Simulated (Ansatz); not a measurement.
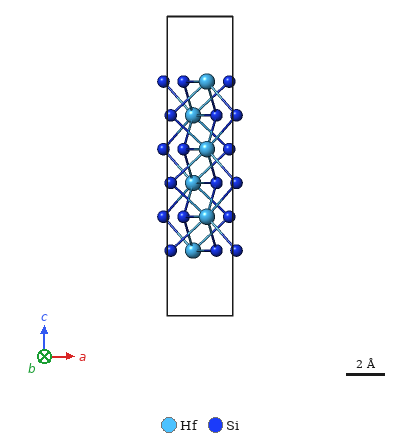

**Figure 1.** The structure (ball-and-stick view of the cell of the calculation, with the vacuum cut short, along the b axis).

# HfSi$_{2}$: single-point calculation (part 1 of 2)

The run: single-point calculation of HfSi$_{2}$ (slab, 18 atoms in the cell). Method and program: DFT PBEsol, scalar-relativistic, plane waves, PAW, no spin polarisation (Ansatz 0.2.0).

It belongs to a series of runs on one base structure; here: (0 0 1) slab cut from the bulk. Figures and captions count atoms from 1; the log counts them from 0 in places.

Input file:
```yaml
crystal:
  lattice:
    - [3.650273894, 0.0, 0.0]
    - [-1.825136947, 7.1716810493, 0.0]
    - [0.0, 0.0, 24.0892126755]
  atoms:
    - { symbol: Hf, position: [0.3953029568, 0.7906059137, 0.3113426786] }
    - { symbol: Si, position: [0.0551791131, 0.1103582262, 0.3113426786] }
    - { symbol: Si, position: [0.7502107428, 0.5004214856, 0.3113426786] }
    - { symbol: Hf, position: [0.6046970432, 0.2093940863, 0.3868056072] }
    - { symbol: Si, position: [0.9448208869, 0.8896417738, 0.3868056072] }
    - { symbol: Si, position: [0.2497892572, 0.4995785144, 0.3868056072] }
    - { symbol: Hf, position: [0.3953029568, 0.7906059137, 0.4622685357] }
    - { symbol: Si, position: [0.0551791131, 0.1103582262, 0.4622685357] }
    - { symbol: Si, position: [0.7502107428, 0.5004214856, 0.4622685357] }
    - { symbol: Hf, position: [0.6046970432, 0.2093940863, 0.5377314643] }
    - { symbol: Si, position: [0.9448208869, 0.8896417738, 0.5377314643] }
    - { symbol: Si, position: [0.2497892572, 0.4995785144, 0.5377314643] }
    - { symbol: Hf, position: [0.3953029568, 0.7906059137, 0.6131943928] }
    - { symbol: Si, position: [0.0551791131, 0.1103582262, 0.6131943928] }
    - { symbol: Si, position: [0.7502107428, 0.5004214856, 0.6131943928] }
    - { symbol: Hf, position: [0.6046970432, 0.2093940863, 0.6886573214] }
    - { symbol: Si, position: [0.9448208869, 0.8896417738, 0.6886573214] }
    - { symbol: Si, position: [0.2497892572, 0.4995785144, 0.6886573214] }
basis:
  ecutwfc: 420
kpoints:
  mp_grid: { grid: [10, 5, 1] }
hamiltonian:
  xc: pbesol
scf:
  occupations: { method: gaussian, width: 0.1 }
output:
  forces: true
  eigenvalues: true
  write_density: true
  write_potential: true
  elf: true
  volumetric_format: npy
efield:
  axis: 3
  dipole_correction: true
  ramp_width: 0.04
```

Hardware: 4 threads of Intel Xeon @ 2.80GHz (Skylake/Cascade Lake), 24 GiB of memory available, shared host.

Launch command:
```bash
ansatz run input.yaml --threads 4 --pin off --max-ram 10240MiB --backend cpu --events-out ev --progress --plain --runs-dir out
```

What the program printed:
```
Warning: crystal.symmetry: narrowed to the stabiliser of the k-point mesh — unitary ops 2 → 1; excluded 1 operation that carries a point of the 10×5×1 mesh (shift [0, 0, 0]) off the mesh (the run samples exactly the mesh kpoints.mp_grid names, as under crystal.symmetry.detect: false, and its converged state has the mesh's symmetry, not the crystal's; ε∞, the Born charges and the force constants of a linear response (`dielectric:` by the response, `phonons.method: dfpt`) are averaged over those of the crystal's operations that the state keeps within a tolerance, where `mesh_tensors`, `unaveraged_element` or `gamma_mean_max_change_ev_ang2` stands beside them; a row that `dielectric.field_direction` solves alone is averaged likewise, with nothing beside; a Γ-centred mesh of equal divisions is mapped onto itself by every operation and keeps the whole group, as does a half-shifted one under kpoints.further_shifts: images)
Engine: ansatz 0.2.0, x86_64-unknown-linux-gnu
Pseudopotentials: kind: paw
Pseudopotential: Hf, paw, valence charge 26, recommended cutoff 420 eV (normal), Hf.paw.azcp
Pseudopotential: Si, paw, valence charge 4, recommended cutoff 420 eV (normal), Si.paw.azcp
Functional definition: PBEsol
  exchange = pbesol_x
  correlation = pbesol_c
Crystal: 18 atoms, lattice volume = 630.622 Å³
Basis set: ecut = 420 eV, 12285 PW (Γ), exchange–correlation on 50×100×324 points (8 copies of the dense FFT grid, shifted against one another)
Bands: 123, of which v1, the nominal top of the filled ones, is band 102 counted from 1 (101 counted from 0)
Symmetry: 1 space group operations
k-points: 26 of 50 (time reversal used)
Non-local potential: Hf, projectors of the file, l = 0: 3, l = 1: 2, l = 2: 2, l = 3: 3
Non-local potential: Si, projectors of the file, l = 0: 2, l = 1: 2, l = 2: 2
PAW form: soft (Blöchl's): semilocal exchange-correlation on the pseudo side does not see the compensation charge
PAW frozen core: Hf, regenerated for the run's functional, and the local potential with it (the file was generated under x = pbe(κ = 0.804, μ = 0.2195149727645171), c = pbe(β = 0.06672455060314922))
PAW frozen core: Si, regenerated for the run's functional, and the local potential with it (the file was generated under x = pbe(κ = 0.804, μ = 0.2195149727645171), c = pbe(β = 0.06672455060314922))
PAW one-centre angular grid: Hf, 590 points (default); XC on 64 Gauss nodes
PAW one-centre angular grid: Si, 110 points (default); XC on 64 Gauss nodes
Initial density: superposition of atomic densities (neutral atoms: chi_scale 0, normalization atom), corrected by the library's trained network
Initial wavefunctions: pseudopotential atomic-orbital guess
Functional: x = pbesol(κ = 0.804, μ = 0.12345679012345678), c = pbesol(β = 0.046)
SCF iter   1: F=—  HF=-101051.919946 eV  |F-HF|=—  |Δ(HF+E_count)|=         —  Δρ=3.21e-3  dr2=1.54e-1  ethr=1.77e-3  p=0.000 e·Å  D=2.78e-13 V/Å  ΔV_dip=-0.00 eV  dr2_dipole=7.71e-8  V_vac-E_F(+/−)=4.41/4.41 eV  ⟨swp⟩=7.9  Hψ=13815  notcnv=0  defer=24
efield: sawtooth ramp at fractional position 0.9800 (placed from the atoms, in the widest stretch of the axis that holds none; the zero of the levels goes with the place), width 0.0400; the density the first Hamiltonian is built on has a dipole p = 0.000 e·Å; the dipole correction subtracts the counter field D = 2.78e-13 V/Å, which shifts the + side's vacuum level by -0.00 eV against the − side's; the planar-averaged density in the ramp window peaks in size at 1.9e-5 e/Å³
preconditioner: auto → LDOS  [metal: Δε(μ)=0.008 eV  Ē_g=10.587 eV  σ=0.100 eV  W_gap=0.05  n_scr=132 (ndim 8)  ℏωp=18.5 eV  f_vac=0.472  D(μ)=5.94/eV (n_scr^D=24)  β→1.0]
SCF iter   2: F=—  HF=-101051.909010 eV  |F-HF|=—  |Δ(HF+E_count)|=   1.09e-2  Δρ=1.67e-3  dr2=7.93e-2  ethr=7.53e-5  p=-0.000 e·Å  D=-2.11e-5 V/Å  ΔV_dip=0.00 eV  dr2_dipole=8.58e-9  V_vac-E_F(+/−)=4.34/4.34 eV  ⟨swp⟩=2.7  Hψ=6702  notcnv=0  defer=360
SCF iter   3: F=—  HF=-101051.895782 eV  |F-HF|=—  |Δ(HF+E_count)|=   1.32e-2  Δρ=5.53e-4  dr2=4.82e-3  ethr=3.89e-5  p=-0.000 e·Å  D=-6.44e-6 V/Å  ΔV_dip=0.00 eV  dr2_dipole=1.13e-8  V_vac-E_F(+/−)=4.34/4.34 eV  ⟨swp⟩=2.3  Hψ=5381  notcnv=0  defer=360
SCF iter   4: F=—  HF=-101051.894777 eV  |F-HF|=—  |Δ(HF+E_count)|=   1.00e-3  Δρ=1.24e-4  dr2=1.83e-4  ethr=2.36e-6  p=-0.000 e·Å  D=-2.66e-6 V/Å  ΔV_dip=0.00 eV  dr2_dipole=5.35e-10  V_vac-E_F(+/−)=4.34/4.34 eV  ⟨swp⟩=2.7  Hψ=5483  notcnv=0  defer=360
SCF iter   5: F=—  HF=-101051.894748 eV  |F-HF|=—  |Δ(HF+E_count)|=   2.91e-5  Δρ=4.30e-5  dr2=1.71e-5  ethr=8.99e-8  p=-0.000 e·Å  D=-1.14e-6 V/Å  ΔV_dip=0.00 eV  dr2_dipole=1.13e-11  V_vac-E_F(+/−)=4.34/4.34 eV  ⟨swp⟩=3.0  Hψ=6996  notcnv=0  defer=360
SCF iter   6: F=—  HF=-101051.895160 eV  |F-HF|=—  |Δ(HF+E_count)|=   4.12e-4  Δρ=1.49e-5  dr2=2.05e-6  ethr=8.39e-9  p=-0.000 e·Å  D=-5.60e-7 V/Å  ΔV_dip=0.00 eV  dr2_dipole=8.08e-17  V_vac-E_F(+/−)=4.34/4.34 eV  ⟨swp⟩=2.5  Hψ=6015  notcnv=0  defer=154
SCF iter   7: F=—  HF=-101051.895162 eV  |F-HF|=—  |Δ(HF+E_count)|=   1.82e-6  Δρ=5.81e-6  dr2=4.29e-7  ethr=1.00e-9  p=-0.000 e·Å  D=-1.96e-7 V/Å  ΔV_dip=0.00 eV  dr2_dipole=7.02e-14  V_vac-E_F(+/−)=4.34/4.34 eV  ⟨swp⟩=2.2  Hψ=5347  notcnv=0  defer=154
SCF iter   8: F=-101051.895162 eV  HF=-101051.895162 eV  |F-HF|=4.06e-8  |Δ(HF+E_count)|=   2.93e-7  Δρ=1.89e-6  dr2=3.77e-8  ethr=4.90e-11  p=-0.000 e·Å  D=-5.19e-8 V/Å  ΔV_dip=0.00 eV  dr2_dipole=1.57e-12  V_vac-E_F(+/−)=4.34/4.34 eV  ⟨swp⟩=22.3  Hψ=31234  notcnv=0
SCF 1 converged in 8 iterations: F = -101051.895162 eV  dr2 = 3.77e-8
  greatest PAW one-centre occupation: 0.998 electrons in one spin orbital (limit 2), on the Hf atom at site 0 (counted from 0), in its partial waves of l = 3
WARN: The output density's exchange-correlation potential varies sharply where the density is thin. Do not read a vacuum level from v_tot or v_xc, or from such a field of the output density. On a cell that repeats whose density bears no net charge and no dipole along the vacuum's axis use v_es (v_loc + v_h of the components); under efield.dipole_correction with no amplitude use v_es + v_field, which holds any external_charges[].barrier, or the levels of the report's work_function block, which leave it out; under a non-zero efield.amplitude the vacuum is tilted and has no level; on a cell that repeats and bears such a dipole with no correction it is tilted too, and efield.dipole_correction with no amplitude gives each side of its ramp a level where efield: is served; in a cell that repeats whose density bears a net charge (total_charge, or a fill off its count) it is curved and has none; of a slab under crystal.periodic whose density bears no net charge use v_es, which has a level on each side, short of where the two are joined; of another it falls or rises all the way out and has none; of a slab beside external_charges read slab_vacuum_level instead, which it has where they leave it neutral. The grid or the basis barely resolves most such structure, and the values can differ between equally converged runs; as a rule a tighter scf.convergence.dr2_threshold does not remove it. Where the density itself ripples (under the LDA too) a higher basis.ecutwfc lessens it. The files hold the spikes' plane waves up to the density's cutoff. Files: v_tot_of_output_density and the like, and their columns of v_z.tsv (output.write_potential); v_xc_of_output_density and the like, and their columns of v_comp_z.tsv (output.write_potential_components). Measured: with its Gaussian average of σ = 0.25 Å subtracted twice, the exchange-correlation potential is over 0.1 eV at 29 of the grid points where the equally averaged density (valence and model cores) is under 1e-3 e/Å³, and 0.323 eV at the most among them, at an averaged density of 4.3e-8 e/Å³. The input density's (outcome.potential() and, of a run that writes arrays, v_tot and v_xc) is over 0.1 eV, so measured, at 35 points of its own thin density, 0.174 eV at the most. See output.write_potential in the manual, Limitations
SCF converged after 8 iterations
Free energy (F): -101051.895162 eV
Harris-Foulkes:  -101051.895162 eV  (|F-HF|=4.06e-8)
Internal energy: -101051.865614 eV  (E = F + TS)
E sigma→0 (E₀):  -101051.880388 eV
Entropy (-TS):   -0.029548 eV (-1.642 meV/atom)
Fermi energy:    4.691183 eV
Dipole field:    D = -0.000001 V/Å  (p = -0.000003 e·Å, saw-weighted, corrected)
Work function:   Φ+ = 4.3362 eV   Φ− = 4.3362 eV
Levels:          The Fermi level and band energies are counted from a zero that moves with the ramp; work functions are not
--- Per-component energies (eV) ---
  E_band       = -2166.821354
  E_kinetic    = 3038.267071
  E_local      = -214633.743564  (includes V_loc(G=0)·N_el)
  E_nonlocal   = -7124.335648
  E_hartree    = 105110.580002
  E_xc         = -2449.807585
  E_vxc        = -2168.000602  (∫ρ·V_xc dr)
  E_paw        = -46824.263857  (= ΣΔE_a)
  E_vpaw       = 8499.861145  (= ΣTr[D̂ρ^β])
  E_aug_tail   = 0.000068  (compensation charges beyond the density's cutoff)
  E_efield     = 0.000000  (sawtooth field / dipole correction)
  E_vefield    = 0.000000  (∫n·V_field dr)
  E_ewald      = 61823.552622
  E_core_change = 7.885277  (= ΣΔE_core)
  E_smearing   = -0.029548  (= −TS)
  E_closure    = -0.000000  (closes the sum)
  Σ components = -101051.895162   (vs F -101051.895162, Δ=0.00e0)
--- Forces (eV/Å), atoms counted from 1 ---
  atom   1  Hf     0.00362121     0.82598516     0.85344715
  atom   2  Si     0.00089208    -1.09421911    -0.88468282
  atom   3  Si    -0.00475881     0.06022216     0.44589071
  atom   4  Hf    -0.00433915    -0.37548320     0.19828583
  atom   5  Si    -0.00548493     0.09391697    -0.51526915
  atom   6  Si     0.00247520     0.29162040    -0.67062006
  atom   7  Hf     0.00328462     0.33832695     0.14610657
  atom   8  Si     0.00312091    -0.10069948    -0.00144347
  atom   9  Si     0.00085959    -0.00713475     0.09639985
  atom  10  Hf    -0.00328463    -0.33832706    -0.14610532
  atom  11  Si    -0.00312095     0.10069923     0.00144422
  atom  12  Si    -0.00085961     0.00713513    -0.09639961
  atom  13  Hf     0.00433920     0.37548304    -0.19828633
  atom  14  Si     0.00548493    -0.09391729     0.51526896
  atom  15  Si    -0.00247518    -0.29161998     0.67062011
  atom  16  Hf    -0.00362117    -0.82598478    -0.85344882
  atom  17  Si    -0.00089211     1.09421876     0.88468197
  atom  18  Si     0.00475879    -0.06022202    -0.44589108
  max |Σ_I F_I| component: 1.30e-6 eV/Å
--- Band table (eV; the first three rows and the last of 26) ---
```
